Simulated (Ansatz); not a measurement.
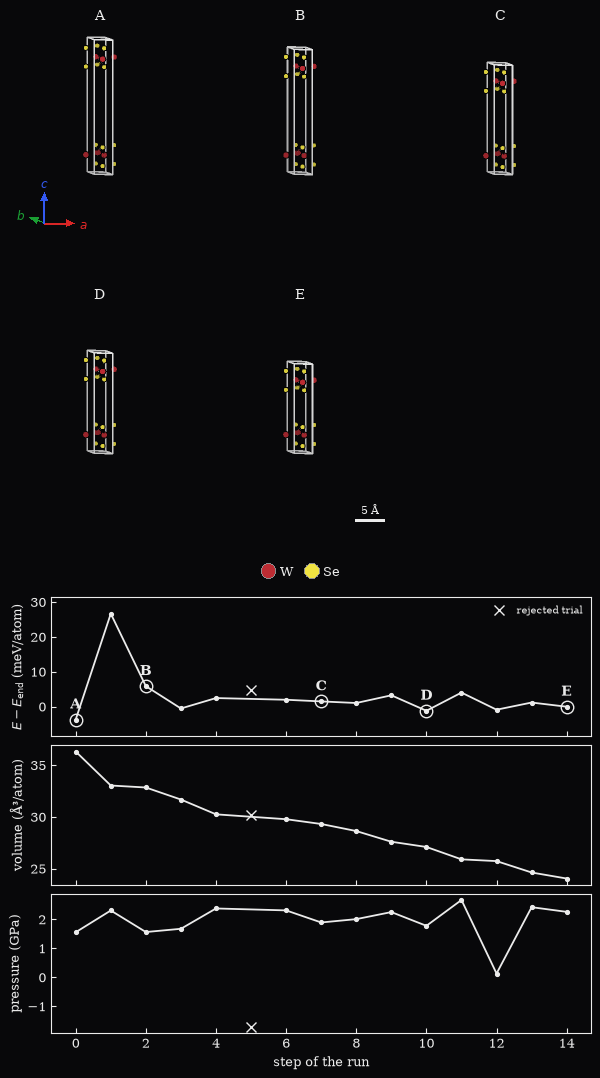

Frames of a relaxation of solid WSe2 (set up in P-3m1), marked on the history of the run. A ball-and-stick model of the cell of the calculation, seen slightly off an axis.

Case: relaxed at 2 GPa.

Theory: DFT PBEsol, scalar-relativistic, plane waves, PAW in Ansatz. (plane-wave cutoff 420 eV; k-point mesh 12 × 12 × 2; occupations gaussian; smearing width 0.02 eV; target pressure 2 GPa; no spin polarisation; cell and atoms relaxed; force threshold 0.008 eV/Å; at most 50 steps)

**Describe the path.**

The run was cut off at its time limit before the relaxation converged, so the last structure is only a point on the way. The largest moves relative to the cell, 1.50 Å, are those of Se atoms. By element the largest moves are Se 1.50 Å, W 0.93 Å. Cell: a = b 3.250 → 3.243 Å (−0.2 %), c 23.831 → 15.848 Å (−33.5 %). Volume −33.8 %. Near-neighbour distances that change, for instance: Se–W 2.506 → 2.511 Å. The space group stays P-3m1 (No. 164). Over 13 accepted moves (14 points after the start) the energy rises by 3.7 meV per atom. With the target pressure of 2 GPa, the enthalpy E + pV changes by −150 meV per atom. The largest force component goes from 0.35 to 0.17 eV/Å. Pressure: 1.56 GPa at the start and 2.26 GPa at the end. The line search rejected the trial step at point 5 of the run. Cost: 8.5 min on 1 thread of Intel(R) Xeon(R) Platinum 8259CL CPU @ 2.50GHz (Skylake/Cascade Lake), on a shared host, peak memory 0.74 GiB. From step 0 to 2: Se atoms move most (0.33 Å), volume −9.6 %, energy +9.6 meV per atom. From step 2 to 7: Se atoms move most (0.48 Å), volume −10.7 %, energy −4.4 meV per atom. From step 7 to 10: Se atoms move most (0.40 Å), volume −7.6 %, energy −2.7 meV per atom. From step 10 to 14: Se atoms move most (0.52 Å), volume −11.3 %, energy +1.2 meV per atom.

```json
{"step": "0", "E − E(0), meV/atom": "0.00", "largest force component, eV/Å": "0.3464", "pressure, GPa": "1.56", "volume, Å³/atom": "36.329", "note": ""}
{"step": "1", "E − E(0), meV/atom": "30.37", "largest force component, eV/Å": "0.4684", "pressure, GPa": "2.31", "volume, Å³/atom": "33.047", "note": ""}
{"step": "2", "E − E(0), meV/atom": "9.57", "largest force component, eV/Å": "0.2146", "pressure, GPa": "1.57", "volume, Å³/atom": "32.855", "note": ""}
{"step": "3", "E − E(0), meV/atom": "3.17", "largest force component, eV/Å": "0.0979", "pressure, GPa": "1.68", "volume, Å³/atom": "31.690", "note": ""}
{"step": "4", "E − E(0), meV/atom": "6.16", "largest force component, eV/Å": "0.2921", "pressure, GPa": "2.38", "volume, Å³/atom": "30.261", "note": ""}
{"step": "5", "E − E(0), meV/atom": "8.57", "largest force component, eV/Å": "0.6726", "pressure, GPa": "-1.71", "volume, Å³/atom": "30.204", "note": "rejected"}
{"step": "6", "E − E(0), meV/atom": "5.67", "largest force component, eV/Å": "0.2725", "pressure, GPa": "2.31", "volume, Å³/atom": "29.789", "note": ""}
{"step": "7", "E − E(0), meV/atom": "5.20", "largest force component, eV/Å": "0.1351", "pressure, GPa": "1.90", "volume, Å³/atom": "29.327", "note": ""}
{"step": "8", "E − E(0), meV/atom": "4.74", "largest force component, eV/Å": "0.1851", "pressure, GPa": "2.01", "volume, Å³/atom": "28.645", "note": ""}
{"step": "9", "E − E(0), meV/atom": "6.95", "largest force component, eV/Å": "0.1462", "pressure, GPa": "2.26", "volume, Å³/atom": "27.611", "note": ""}
{"step": "10", "E − E(0), meV/atom": "2.50", "largest force component, eV/Å": "0.1899", "pressure, GPa": "1.78", "volume, Å³/atom": "27.107", "note": ""}
{"step": "11", "E − E(0), meV/atom": "7.73", "largest force component, eV/Å": "0.2128", "pressure, GPa": "2.67", "volume, Å³/atom": "25.910", "note": ""}
{"step": "12", "E − E(0), meV/atom": "2.81", "largest force component, eV/Å": "0.3316", "pressure, GPa": "0.14", "volume, Å³/atom": "25.741", "note": ""}
{"step": "13", "E − E(0), meV/atom": "4.87", "largest force component, eV/Å": "0.2496", "pressure, GPa": "2.42", "volume, Å³/atom": "24.640", "note": ""}
{"step": "14", "E − E(0), meV/atom": "3.67", "largest force component, eV/Å": "0.1706", "pressure, GPa": "2.26", "volume, Å³/atom": "24.056", "note": ""}
```
